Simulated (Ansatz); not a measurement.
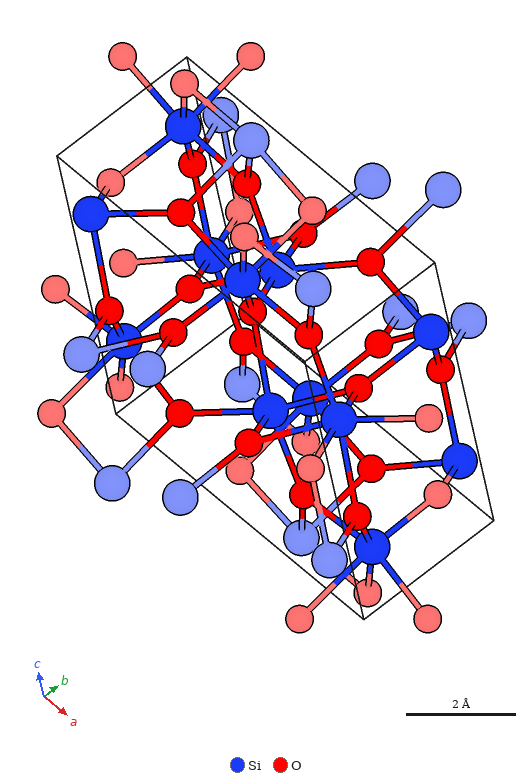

The input geometry (ball-and-stick view of the reduced cell, seen slightly off an axis; neighbours outside the cell are drawn fainter). An atom can appear more than once, as a periodic image. Near neighbours in the periodic cell (some may lie outside the picture): Si has 6 O at 1.63 to 1.92 Å; Si has 5 O at 1.69 to 1.93 Å; O has 3 Si at 1.63 to 1.93 Å.

**Geometry relaxation of Si8O15 (part 1 of 2)**

The run: geometry relaxation of Si8O15 (defect cell, 23 atoms in the cell). Method and program: DFT PBE-D3(BJ), scalar-relativistic, plane waves, PAW, PAW set soft_1, no spin polarisation (Ansatz 0.2.0).

The structure derives from an entry of the Crystallography Open Database. It belongs to a series of runs on one base structure; here: end point A relaxed.

## Input file
```yaml
crystal:
  lattice:
    - [0.0, 5.0462, 4.4946]
    - [4.097, 0.0, 4.4946]
    - [4.097, 5.0462, 0.0]
  atoms:
    - { symbol: Si, position: [0.215072, 0.0388629, 0.9532274] }
    - { symbol: Si, position: [0.2941962, 0.4501529, 0.0433761] }
    - { symbol: Si, position: [0.7981853, 0.9437812, 0.05531] }
    - { symbol: Si, position: [0.2017265, 0.050235, 0.4556296] }
    - { symbol: O, position: [0.4102986, 0.5147177, 0.2154408] }
    - { symbol: O, position: [0.2687322, 0.1541336, 0.6086898] }
    - { symbol: O, position: [0.3533094, 0.7158936, 0.5177775] }
    - { symbol: O, position: [0.4618413, 0.1132998, 0.1673257] }
    - { symbol: O, position: [0.0923203, 0.9851108, 0.2838726] }
    - { symbol: O, position: [0.2310224, 0.3344064, 0.8971999] }
    - { symbol: O, position: [0.1320347, 0.7817672, 0.9935898] }
    - { symbol: O, position: [0.0181315, 0.3848205, 0.3529944] }
    - { symbol: Si, position: [0.6996621, 0.5459164, 0.4538598] }
    - { symbol: Si, position: [0.8023895, 0.9529649, 0.5416616] }
    - { symbol: Si, position: [0.2991076, 0.4446782, 0.5483193] }
    - { symbol: Si, position: [0.6945654, 0.5585511, 0.9487064] }
    - { symbol: O, position: [0.8963153, 0.0146387, 0.7168854] }
    - { symbol: O, position: [0.7607616, 0.6640763, 0.1070999] }
    - { symbol: O, position: [0.8621677, 0.2144941, 0.0217561] }
    - { symbol: O, position: [0.9837018, 0.6094966, 0.6495314] }
    - { symbol: O, position: [0.7447926, 0.8480337, 0.3707912] }
    - { symbol: O, position: [0.6358493, 0.2734268, 0.4871708] }
    - { symbol: O, position: [0.523563, 0.8868987, 0.8504915] }
basis:
  ecutwfc: 420.0
kpoints:
  mp_grid: { grid: [2, 2, 2] }
hamiltonian:
  xc: pbe
  dispersion: d3bj
  pseudopotentials: { kind: paw, azcp: { folder: soft_1 } }
scf:
  occupations: { method: fermi_dirac, width: 0.05 }
  lower_state_search: "off"
relax:
  f_tol: 0.03
  max_steps: 60
  adjacent_minimum: "off"
```

Hardware: 1 thread of Intel Xeon (Granite Rapids), 32 GiB of memory available, shared host.

Run as:
```bash
ansatz run input.yaml --threads 1 --pin off --max-ram 3072MiB --backend cpu --events-out ev --progress --plain --runs-dir out
```

## Log
```
Engine: ansatz 0.2.0, x86_64-unknown-linux-gnu
Pseudopotentials: kind: paw
Pseudopotential: Si, paw, valence charge 4, recommended cutoff 420 eV (normal), [file]
Pseudopotential: O, paw, valence charge 6, recommended cutoff 420 eV (normal), [file]
Functional definition: PBE
  parameter kappa = 0.804
  parameter beta = 0.06672455060314922
  exchange = pbe_x(kappa = kappa, mu = beta*pi^2/3)
  correlation = pbe_c(beta = beta)
Crystal: 23 atoms, lattice volume = 185.845 Å³
Basis set: ecut = 420 eV, 3627 PW (Γ), exchange–correlation on 96×90×90 points (8 copies of the dense FFT grid, shifted against one another)
Bands: 84, of which v1, the nominal top of the filled ones, is band 61 counted from 1 (60 counted from 0)
Symmetry: 1 space group operations
Space group: P1 (ITA 1), of the structure as read, at distance tolerance 5.7e-5 Å
k-points: 8
Non-local potential: Si, projectors of the file, l = 0: 2, l = 1: 2, l = 2: 1
Non-local potential: O, projectors of the file, l = 0: 2, l = 1: 2, l = 2: 1
PAW form: soft (Blöchl's): semilocal exchange-correlation on the pseudo side does not see the compensation charge
PAW one-centre angular grid: Si, 110 points (default); XC on 64 Gauss nodes
PAW one-centre angular grid: O, 110 points (default); XC on 64 Gauss nodes
Initial density: superposition of atomic densities (chi_scale 0.1, normalization cell, long waves kept (reshape's long-wave potential 0.12 eV rms))
Initial wavefunctions: pseudopotential atomic-orbital guess
Functional: x = pbe(κ = 0.804, μ = 0.2195149727645171), c = pbe(β = 0.06672455060314922)
SCF iter   1: F=—  HF=-13627.689483 eV  |F-HF|=—  |Δ(HF+E_count)|=         —  Δρ=1.42e-1  dr2=3.03e1  ethr=3.10e-3  ⟨swp⟩=6.1  Hψ=3060  notcnv=0  defer=88
preconditioner: auto → Resta (q_TF=auto, 2.543 Å⁻¹)  ε∞=3.6  [insulator: Δε(μ)=3.174 eV  Ē_g=18.663 eV  σ=0.050 eV  W_gap=1.00  n_scr=60 (ndim 8)  ℏωp=30.1 eV  f_vac=0.000  D(μ)=0.00/eV (n_scr^D=0)  ε∞_Penn≈3.6]
SCF iter   2: F=—  HF=-13619.735271 eV  |F-HF|=—  |Δ(HF+E_count)|=    7.95e0  Δρ=4.60e-2  dr2=1.81e0  ethr=3.10e-3  ⟨swp⟩=3.0  Hψ=1364  notcnv=0  defer=134
SCF iter   3: F=—  HF=-13619.713960 eV  |F-HF|=—  |Δ(HF+E_count)|=   2.13e-2  Δρ=2.30e-2  dr2=4.52e-1  ethr=1.48e-3  ⟨swp⟩=2.0  Hψ=826  notcnv=0  defer=134
SCF iter   4: F=—  HF=-13619.770246 eV  |F-HF|=—  |Δ(HF+E_count)|=   5.63e-2  Δρ=2.54e-3  dr2=8.16e-3  ethr=3.71e-4  ⟨swp⟩=4.0  Hψ=1111  notcnv=0  defer=134
SCF iter   5: F=—  HF=-13619.771616 eV  |F-HF|=—  |Δ(HF+E_count)|=   1.37e-3  Δρ=1.09e-3  dr2=1.66e-3  ethr=6.69e-6  ⟨swp⟩=2.0  Hψ=1034  notcnv=0  defer=134
SCF iter   6: F=—  HF=-13619.772034 eV  |F-HF|=—  |Δ(HF+E_count)|=   4.18e-4  Δρ=3.41e-4  dr2=2.02e-4  ethr=1.36e-6  ⟨swp⟩=2.0  Hψ=963  notcnv=0  defer=134
SCF iter   7: F=—  HF=-13619.772119 eV  |F-HF|=—  |Δ(HF+E_count)|=   8.55e-5  Δρ=1.21e-4  dr2=2.23e-5  ethr=1.84e-8  ⟨swp⟩=3.0  Hψ=2584  notcnv=0
SCF iter   8: F=-13619.772120 eV  HF=-13619.772121 eV  |F-HF|=6.70e-7  |Δ(HF+E_count)|=   1.22e-6  Δρ=3.72e-5  dr2=2.10e-6  ethr=1.82e-8  ⟨swp⟩=4.5  Hψ=2060  notcnv=0
SCF 1 converged in 8 iterations: F = -13619.772120 eV  dr2 = 2.10e-6
  greatest PAW one-centre occupation: 0.862 electrons in one spin orbital (limit 2), on the O atom at site 22 (counted from 0), in its partial waves of l = 0
relax step   1: F+E_penalty+E_count = -13619.77211986 eV  Δ(F+E_penalty+E_count) = +0.000e0 eV  max|allowed force component| = 2.745e0 eV/Å  Δτ_max = 0.0000 Å  (8 SCF iters, dr2 threshold 2.25e-5 eV, accepted)
Initial density: handed on by an earlier stage of this run
Initial wavefunctions: those handed on with the density
iter 1 solved again at ethr=1.03e-4 eV; its pass at ethr=3.10e-3 eV (dr2=1.26e-1 eV) is discarded
SCF iter   1: F=—  HF=-13620.645393 eV  |F-HF|=—  |Δ(HF+E_count)|=         —  Δρ=1.06e-2  dr2=1.29e-1  ethr=1.03e-4  ⟨swp⟩=1.2  Hψ=2333  notcnv=0  defer=137
preconditioner: auto → Resta (q_TF=auto, 2.543 Å⁻¹)  ε∞=3.9  [insulator: Δε(μ)=3.075 eV  Ē_g=17.806 eV  σ=0.050 eV  W_gap=1.00  n_scr=60 (ndim 8)  ℏωp=30.1 eV  f_vac=0.000  D(μ)=0.00/eV (n_scr^D=0)  ε∞_Penn≈3.9]
SCF iter   2: F=—  HF=-13620.612489 eV  |F-HF|=—  |Δ(HF+E_count)|=   3.29e-2  Δρ=5.25e-3  dr2=3.18e-2  ethr=1.03e-4  ⟨swp⟩=2.9  Hψ=939  notcnv=0  defer=137
SCF iter   3: F=—  HF=-13620.604130 eV  |F-HF|=—  |Δ(HF+E_count)|=   8.36e-3  Δρ=9.76e-4  dr2=1.19e-3  ethr=2.61e-5  ⟨swp⟩=2.0  Hψ=945  notcnv=0  defer=137
SCF iter   4: F=—  HF=-13620.603974 eV  |F-HF|=—  |Δ(HF+E_count)|=   1.56e-4  Δρ=3.53e-4  dr2=1.69e-4  ethr=9.73e-7  ⟨swp⟩=2.0  Hψ=1016  notcnv=0  defer=137
SCF iter   5: F=-13620.603953 eV  HF=-13620.603956 eV  |F-HF|=2.62e-6  |Δ(HF+E_count)|=   1.83e-5  Δρ=7.71e-5  dr2=1.09e-5  ethr=8.20e-8  ⟨swp⟩=2.9  Hψ=2308  notcnv=0
SCF 2 converged in 5 iterations: F = -13620.603953 eV  dr2 = 1.09e-5
  greatest PAW one-centre occupation: 0.861 electrons in one spin orbital (limit 2), on the O atom at site 4 (counted from 0), in its partial waves of l = 0
relax step   2: F+E_penalty+E_count = -13620.60395303 eV  Δ(F+E_penalty+E_count) = -8.318e-1 eV  max|allowed force component| = 1.992e0 eV/Å  Δτ_max = 0.0666 Å  (5 SCF iters, dr2 threshold 1.00e-4 eV, accepted)
SCF iter   1: F=—  HF=-13621.188893 eV  |F-HF|=—  |Δ(HF+E_count)|=         —  Δρ=1.23e-2  dr2=2.05e-1  ethr=1.30e-3  ⟨swp⟩=5.6  Hψ=1742  notcnv=0  defer=132
preconditioner: auto → Resta (q_TF=auto, 2.543 Å⁻¹)  ε∞=3.9  [insulator: Δε(μ)=3.143 eV  Ē_g=17.819 eV  σ=0.050 eV  W_gap=1.00  n_scr=60 (ndim 8)  ℏωp=30.1 eV  f_vac=0.000  D(μ)=0.00/eV (n_scr^D=0)  ε∞_Penn≈3.9]
SCF iter   2: F=—  HF=-13621.129415 eV  |F-HF|=—  |Δ(HF+E_count)|=   5.95e-2  Δρ=6.14e-3  dr2=5.23e-2  ethr=1.68e-4  ⟨swp⟩=3.0  Hψ=1187  notcnv=0  defer=132
SCF iter   3: F=—  HF=-13621.113617 eV  |F-HF|=—  |Δ(HF+E_count)|=   1.58e-2  Δρ=1.31e-3  dr2=2.01e-3  ethr=4.29e-5  ⟨swp⟩=2.0  Hψ=968  notcnv=0  defer=132
SCF iter   4: F=—  HF=-13621.113316 eV  |F-HF|=—  |Δ(HF+E_count)|=   3.01e-4  Δρ=4.32e-4  dr2=2.70e-4  ethr=1.64e-6  ⟨swp⟩=2.0  Hψ=1003  notcnv=0  defer=132
SCF iter   5: F=—  HF=-13621.113295 eV  |F-HF|=—  |Δ(HF+E_count)|=   2.07e-5  Δρ=1.18e-4  dr2=2.33e-5  ethr=8.20e-8  ⟨swp⟩=3.0  Hψ=2365  notcnv=0
SCF iter   6: F=-13621.113294 eV  HF=-13621.113295 eV  |F-HF|=1.02e-6  |Δ(HF+E_count)|=   5.09e-7  Δρ=4.33e-5  dr2=2.70e-6  ethr=1.91e-8  ⟨swp⟩=4.0  Hψ=1900  notcnv=0
SCF 3 converged in 6 iterations: F = -13621.113294 eV  dr2 = 2.70e-6
relax step   3: F+E_penalty+E_count = -13621.11329391 eV  Δ(F+E_penalty+E_count) = -5.093e-1 eV  max|allowed force component| = 2.701e-1 eV/Å  Δτ_max = 0.0805 Å  (6 SCF iters, dr2 threshold 1.00e-4 eV, accepted)
SCF iter   1: F=—  HF=-13621.124216 eV  |F-HF|=—  |Δ(HF+E_count)|=         —  Δρ=3.02e-3  dr2=1.25e-2  ethr=1.22e-4  ⟨swp⟩=4.4  Hψ=1507  notcnv=0  defer=136
preconditioner: auto → Resta (q_TF=auto, 2.543 Å⁻¹)  ε∞=3.9  [insulator: Δε(μ)=3.169 eV  Ē_g=17.811 eV  σ=0.050 eV  W_gap=1.00  n_scr=60 (ndim 8)  ℏωp=30.1 eV  f_vac=0.000  D(μ)=0.00/eV (n_scr^D=0)  ε∞_Penn≈3.9]
SCF iter   2: F=—  HF=-13621.121026 eV  |F-HF|=—  |Δ(HF+E_count)|=   3.19e-3  Δρ=1.56e-3  dr2=3.31e-3  ethr=1.02e-5  ⟨swp⟩=1.6  Hψ=933  notcnv=0  defer=136
SCF iter   3: F=—  HF=-13621.120261 eV  |F-HF|=—  |Δ(HF+E_count)|=   7.65e-4  Δρ=3.53e-4  dr2=1.68e-4  ethr=2.71e-6  ⟨swp⟩=2.0  Hψ=904  notcnv=0  defer=136
SCF iter   4: F=—  HF=-13621.120231 eV  |F-HF|=—  |Δ(HF+E_count)|=   2.95e-5  Δρ=1.22e-4  dr2=1.97e-5  ethr=1.38e-7  ⟨swp⟩=2.0  Hψ=960  notcnv=0  defer=136
SCF iter   5: F=-13621.120230 eV  HF=-13621.120230 eV  |F-HF|=8.23e-8  |Δ(HF+E_count)|=   1.18e-6  Δρ=2.56e-5  dr2=1.24e-6  ethr=3.74e-9  ⟨swp⟩=4.9  Hψ=2173  notcnv=0
SCF 4 converged in 5 iterations: F = -13621.120230 eV  dr2 = 1.24e-6
relax step   4: F+E_penalty+E_count = -13621.12022999 eV  Δ(F+E_penalty+E_count) = -6.936e-3 eV  max|allowed force component| = 2.019e-1 eV/Å  Δτ_max = 0.0235 Å  (5 SCF iters, dr2 threshold 4.56e-6 eV, accepted)
SCF iter   1: F=—  HF=-13621.126551 eV  |F-HF|=—  |Δ(HF+E_count)|=         —  Δρ=1.26e-3  dr2=2.69e-3  ethr=2.05e-5  ⟨swp⟩=3.2  Hψ=1434  notcnv=0  defer=132
preconditioner: auto → Resta (q_TF=auto, 2.543 Å⁻¹)  ε∞=3.9  [insulator: Δε(μ)=3.128 eV  Ē_g=17.820 eV  σ=0.050 eV  W_gap=1.00  n_scr=60 (ndim 8)  ℏωp=30.1 eV  f_vac=0.000  D(μ)=0.00/eV (n_scr^D=0)  ε∞_Penn≈3.9]
SCF iter   2: F=—  HF=-13621.125862 eV  |F-HF|=—  |Δ(HF+E_count)|=   6.89e-4  Δρ=6.40e-4  dr2=6.55e-4  ethr=2.21e-6  ⟨swp⟩=1.8  Hψ=816  notcnv=0  defer=132
SCF iter   3: F=—  HF=-13621.125804 eV  |F-HF|=—  |Δ(HF+E_count)|=   5.78e-5  Δρ=1.42e-4  dr2=3.02e-5  ethr=5.37e-7  ⟨swp⟩=2.0  Hψ=903  notcnv=0  defer=132
SCF iter   4: F=—  HF=-13621.125799 eV  |F-HF|=—  |Δ(HF+E_count)|=   5.00e-6  Δρ=5.52e-5  dr2=4.55e-6  ethr=2.48e-8  ⟨swp⟩=2.0  Hψ=947  notcnv=0  defer=132
SCF iter   5: F=-13621.125798 eV  HF=-13621.125798 eV  |F-HF|=2.48e-8  |Δ(HF+E_count)|=   4.54e-7  Δρ=1.20e-5  dr2=2.56e-7  ethr=2.09e-9  ⟨swp⟩=4.0  Hψ=2059  notcnv=0
SCF 5 converged in 5 iterations: F = -13621.125798 eV  dr2 = 2.56e-7
relax step   5: F+E_penalty+E_count = -13621.12579822 eV  Δ(F+E_penalty+E_count) = -5.568e-3 eV  max|allowed force component| = 3.084e-2 eV/Å  Δτ_max = 0.0136 Å  (5 SCF iters, dr2 threshold 2.55e-6 eV, accepted)
SCF iter   1: F=—  HF=-13621.125970 eV  |F-HF|=—  |Δ(HF+E_count)|=         —  Δρ=3.62e-4  dr2=1.82e-4  ethr=1.65e-6  ⟨swp⟩=2.0  Hψ=1368  notcnv=0  defer=132
preconditioner: auto → Resta (q_TF=auto, 2.543 Å⁻¹)  ε∞=3.9  [insulator: Δε(μ)=3.137 eV  Ē_g=17.821 eV  σ=0.050 eV  W_gap=1.00  n_scr=60 (ndim 8)  ℏωp=30.1 eV  f_vac=0.000  D(μ)=0.00/eV (n_scr^D=0)  ε∞_Penn≈3.9]
SCF iter   2: F=—  HF=-13621.125923 eV  |F-HF|=—  |Δ(HF+E_count)|=   4.68e-5  Δρ=1.82e-4  dr2=4.12e-5  ethr=1.49e-7  ⟨swp⟩=1.1  Hψ=777  notcnv=0  defer=132
SCF iter   3: F=—  HF=-13621.126034 eV  |F-HF|=—  |Δ(HF+E_count)|=   1.11e-4  Δρ=4.68e-5  dr2=2.64e-6  ethr=3.38e-8  ⟨swp⟩=2.0  Hψ=912  notcnv=0  defer=132
SCF iter   4: F=—  HF=-13621.126033 eV  |F-HF|=—  |Δ(HF+E_count)|=   4.12e-7  Δρ=1.48e-5  dr2=2.30e-7  ethr=2.17e-9  ⟨swp⟩=2.0  Hψ=952  notcnv=0  defer=132
SCF iter   5: F=-13621.126033 eV  HF=-13621.126033 eV  |F-HF|=2.46e-9  |Δ(HF+E_count)|=   9.42e-9  Δρ=2.69e-6  dr2=1.22e-8  ethr=8.20e-11  ⟨swp⟩=4.1  Hψ=2136  notcnv=0
SCF 6 converged in 5 iterations: F = -13621.126033 eV  dr2 = 1.22e-8
relax step   6: F+E_penalty+E_count = -13621.12603328 eV  Δ(F+E_penalty+E_count) = -2.351e-4 eV  max|allowed force component| = 1.519e-2 eV/Å  Δτ_max = 0.0028 Å  (5 SCF iters, accepted)
```

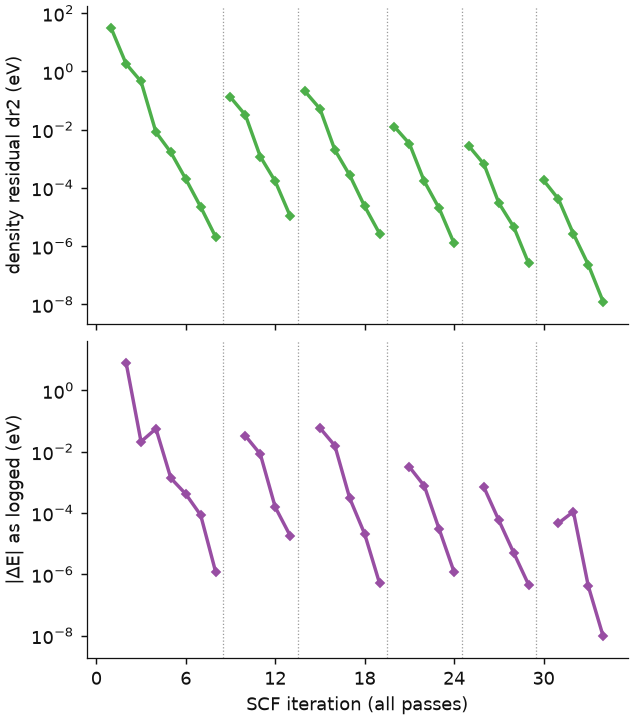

Convergence of the self-consistent field: density residual dr2 and size of the energy change against the SCF iteration. The dotted lines part the SCF passes of the relaxation: geometry steps, rejected trials and re-solves on a re-selected basis. The 6 passes take 5 to 8 iterations each, 34 in all.

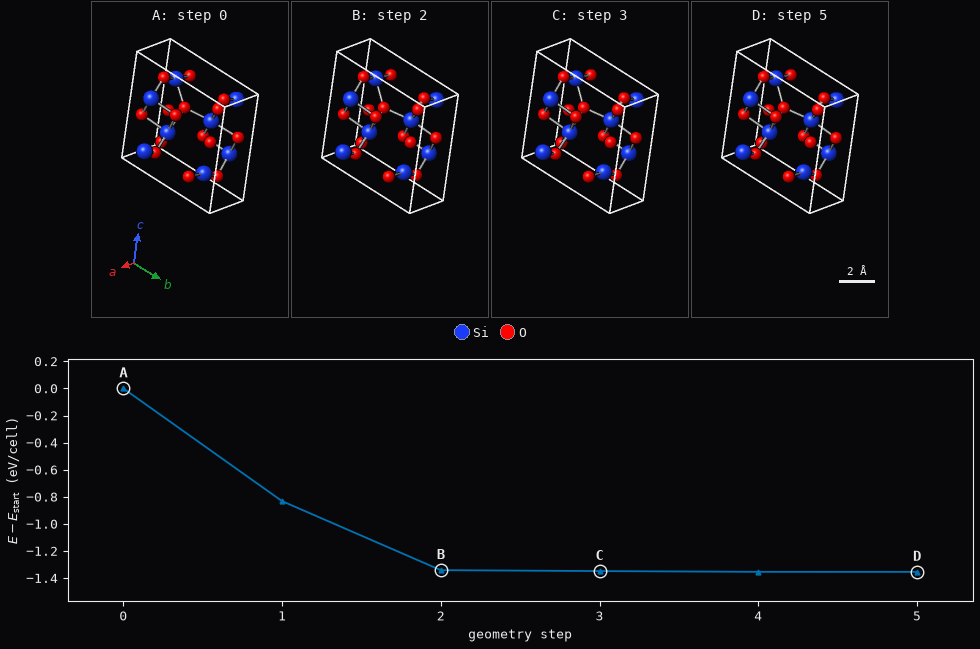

Frames of the relaxation (ball-and-stick view of the reduced cell, seen slightly off an axis) above the curves, on which the letters mark them (the first geometry is step 0 here and step 1 in the log).
